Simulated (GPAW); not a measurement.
Consider ZnSe (zinc-blende (ZnS)1-x(ZnSe)x, x = 1, F-43m).

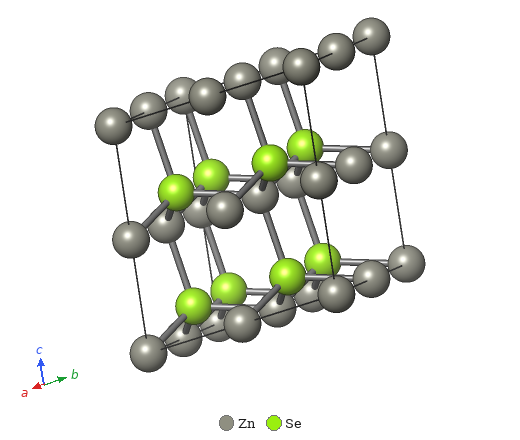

The structure (zinc grey, selenium green). Bonds to atoms that aren't drawn are left out. Some periodic images of atoms are drawn too.

```xyz
16
Lattice="0.0000 5.6680 5.6680 5.6680 0.0000 5.6680 5.6680 5.6680 0.0000" Properties=species:S:1:pos:R:3 pbc="T T T"
Zn    0.0000    0.0000    0.0000
Se    1.4170    1.4170    1.4170
Zn    2.8340    2.8340    0.0000
Se    4.2510    4.2510    1.4170
Zn    2.8340    0.0000    2.8340
Se    4.2510    1.4170    4.2510
Zn    5.6680    2.8340    2.8340
Se    7.0850    4.2510    4.2510
Zn    0.0000    2.8340    2.8340
Se    1.4170    4.2510    4.2510
Zn    2.8340    5.6680    2.8340
Se    4.2510    7.0850    4.2510
Zn    8.5020    8.5020    5.6680
Se    4.2510    4.2510    7.0850
Zn    5.6680    5.6680    5.6680
Se    7.0850    7.0850    7.0850
```

Absorber: atom 1, with 4 Se at 2.45 Å (tetrahedral). Method: GPAW, PBE, excited-electron core hole (neutral cell), 16-atom cell with 8.0 Å between holes, 4×4×4 k points, dipole transitions, Gaussian full width 1.67 eV up to 4 eV, rising linearly to 3.5 eV at 25 eV.

Q: What does the Zn K edge look like?

Main maxima up to 28 eV above the zero (height): 5.0 eV (2.08), 8.6 eV (1.01), 12.6 eV (1.25) and 18.4 eV (0.86). A K edge sees empty p states on the absorber. The total-energy difference is 9692.52 eV. One term is added: -30.96 eV, since the hole is spin-paired here and a spin-polarised one costs that much less in the free atom (computed apart). The photon energy is then 9661.56 eV. The tabulated edge of the element is 9659 eV. The functional leaves an error of a few eV in such absolute values.

The Zn K spectrum (energy from the bottom of the conduction band, which holds the excited electron; intensity scaled to a mean of 1 over the first 20 eV):

```
E (eV)  intensity
  -2.0       0.00
  -0.5       0.00
   1.0       0.17
   2.5       0.90
   4.0       1.58
   5.5       1.90
   7.0       0.97
   8.5       1.01
  10.0       0.88
  11.5       1.08
  13.0       1.23
  14.5       0.99
  16.0       0.78
  17.5       0.82
  19.0       0.83
  20.5       0.73
  22.0       0.81
  23.5       0.84
  25.0       0.85
  26.5       0.90
  28.0       0.90
```

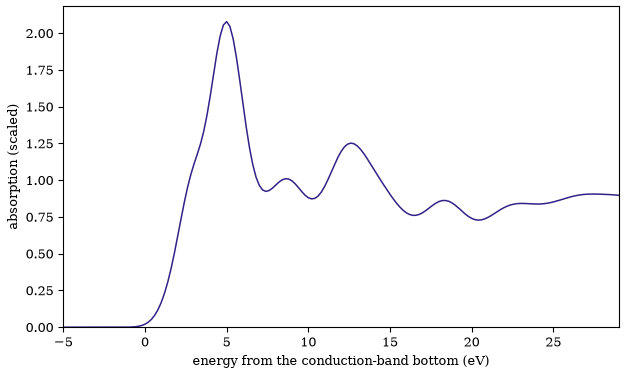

The Zn K edge.

The script folds with a Gaussian, whereas the core hole's own line is a Lorentzian, so the onset is too steep and the first peak too high.

[Banner, clock and machine lines of the logs are left out without a mark of their own.]

[Logs are printed without paths, hosts, clocks, repeated set-up lines and the standing remarks that a program may print on its own settings, such as how far it seeks lower states.]

[Hosts, paths, dates, database ids (printed as entryN), source tags and the programs' standing remarks are cut or masked in the printed files.]

[Lists of maxima count a maximum above −3 eV only where it reaches 4 % of the highest in the window and stands out from its surroundings by 2 % of it (1.5 % where it reaches 55 %); shoulders and weaker maxima are passed over, and of the rest the first, up to two pre-edge ones and the few strongest are named.]
